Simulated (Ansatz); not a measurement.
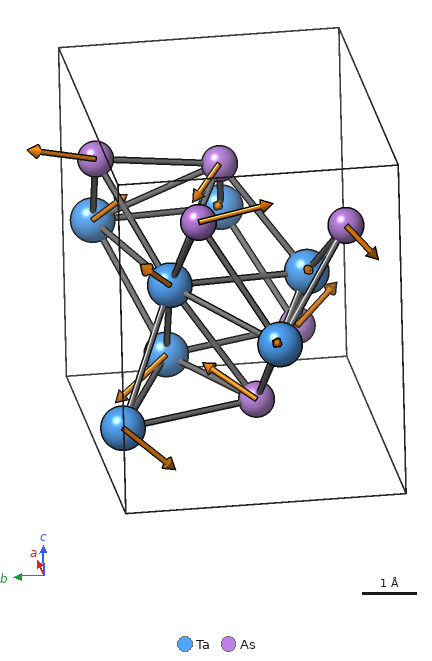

This is a relaxation of an amorphous cell of composition TaAs (coarse preliminary run). The starting structure is drawn; orange arrows show the displacements (the part carried along by the change of the cell is left out), 3 times their true length.

The picture is a ball-and-stick view of the cell of the calculation, seen from a free direction.

Case: atoms packed at random at 1.25 times the crystal's volume, relaxed further on a centred mesh.

The calculation used DFT PBE, scalar-relativistic, plane waves, PAW (Ansatz 0.2.0).

Input file:
```yaml
crystal:
  lattice:
    - [6.4439155997, 0.0096135225, 0.4219820468]
    - [-0.0089772374, 5.3517132672, -0.0069133397]
    - [0.4300392992, 0.0086558396, 6.4315826096]
  atoms:
    - { symbol: Ta, position: [0.5026090173, 0.2344066635, 0.4796466008] }
    - { symbol: Ta, position: [0.8671112931, 0.9196670362, 0.5259971159] }
    - { symbol: Ta, position: [0.0021767846, 0.4355136703, 0.479577091] }
    - { symbol: Ta, position: [0.685970316, 0.7053637319, 0.1796508062] }
    - { symbol: Ta, position: [0.1861629973, 0.9653219528, 0.180213314] }
    - { symbol: Ta, position: [0.3672030005, 0.7503541494, 0.5262514437] }
    - { symbol: As, position: [0.0590090267, 0.7043567369, 0.8437202044] }
    - { symbol: As, position: [0.8199733965, 0.2097068934, 0.1812152217] }
    - { symbol: As, position: [0.6443109494, 0.5078435094, 0.7659951141] }
    - { symbol: As, position: [0.558787531, 0.9659608663, 0.843480211] }
    - { symbol: As, position: [0.1444409761, 0.1626030691, 0.7658491259] }
    - { symbol: As, position: [0.3199223874, 0.4606832201, 0.1815601155] }
  symmetry: { detect: false }
basis:
  ecutwfc: 420
kpoints:
  mp_grid: { grid: [3, 4, 3] }
hamiltonian:
  xc: pbe
scf:
  occupations: { method: gaussian, width: 0.1 }
  lower_state_search: "off"
output:
  forces: true
  stress: true
  eigenvalues: true
relax:
  adjacent_minimum: "off"
  f_tol: 0.04
  max_steps: 25
  cell: { stress_tol: 0.3 }
```

Command:
```bash
ansatz run input.yaml --threads 2 --pin off --max-ram 5120MiB --backend cpu --events-out ev --progress --plain --runs-dir out
```

### Describe the change and its energy.

The largest moves relative to the cell, 0.50 Å, are those of As7 and As10. As7 goes along [−1 −3 1]. By element the largest moves are As 0.50 Å, Ta 0.45 Å. The volume changes by +3.1 %, with a 6.458 → 6.348 Å (−1.7 %), b 5.352 → 6.066 Å (+13.4 %), c 6.446 → 5.974 Å (−7.3 %), β 82.4° → 81.9°. Some distances before and after: Ta4–As8 2.791 → 3.847 Å, Ta1–Ta6 2.900 → 3.549 Å, As7–As11 2.549 → 3.191 Å, Ta1–Ta4 3.300 → 3.926 Å. Bonds break: Ta4–As8 (2.79 → 3.85 Å), Ta5–As12 (2.79 → 3.85 Å). Bond angles that change, for instance: Ta2–As10–Ta5 173.1° → 140.5°, Ta1–As12–Ta5 126.7° → 151.2°, Ta2–As10–Ta4 106.4° → 83.2°. Over 11 accepted moves (16 points after the start) the energy falls by 54.3 meV per atom. The largest force component goes from 0.49 to 0.034 eV/Å. Pressure: 0.09 GPa at the start and 0.05 GPa at the end. The line search rejected the trial steps at points 1, 6, 10, 13 of the run. At 1 point the geometry stayed and the basis and grid were re-selected for the new cell (energy shift of 1.3 meV per atom at most each time).

Limits of the set-up: the periodic images lie only 5.4 Å apart, so the values are limited by the cell's size.
